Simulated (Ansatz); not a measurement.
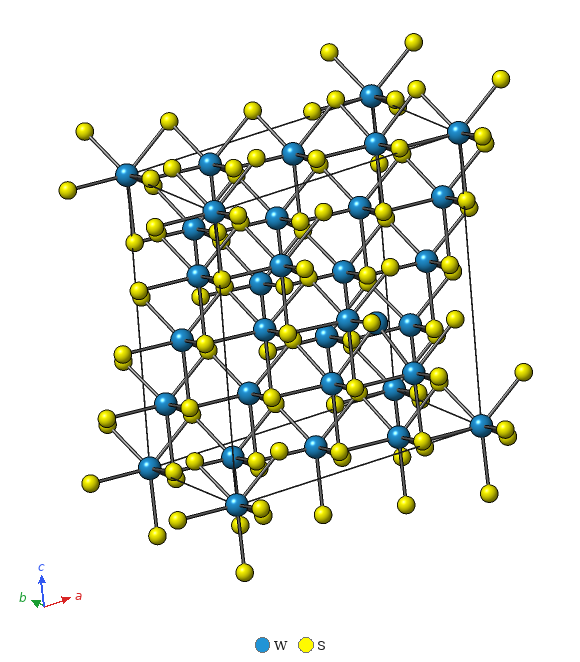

Drawn in the ball-and-stick manner and seen slightly off an axis. The wireframe shows the simulation cell. A few atoms beyond the faces are included. Cell: a = 10.491 Å, b = 10.491 Å, c = 10.491 Å, α = 74.85°, β = 74.85°, γ = 74.85°.

Characterise what is shown.

- The formula is W17S31.
- Space group R3m (No. 160), lattice rhombohedral (trigonal R).
- Counting shared atoms by their share gives 17 W, 31 S, or 48 atoms.
- Taking every contact within bonding distance, one finds W 3 to 6 (mean 5.8) and S 3. Not all metal-metal contacts are counted.

Starting structure: a structure listed in the Materials Project, repeated into a supercell with a point defect put in. The atoms were relaxed in a fixed cell with DFT PBE, scalar-relativistic, plane waves, PAW in Ansatz 0.2.0.
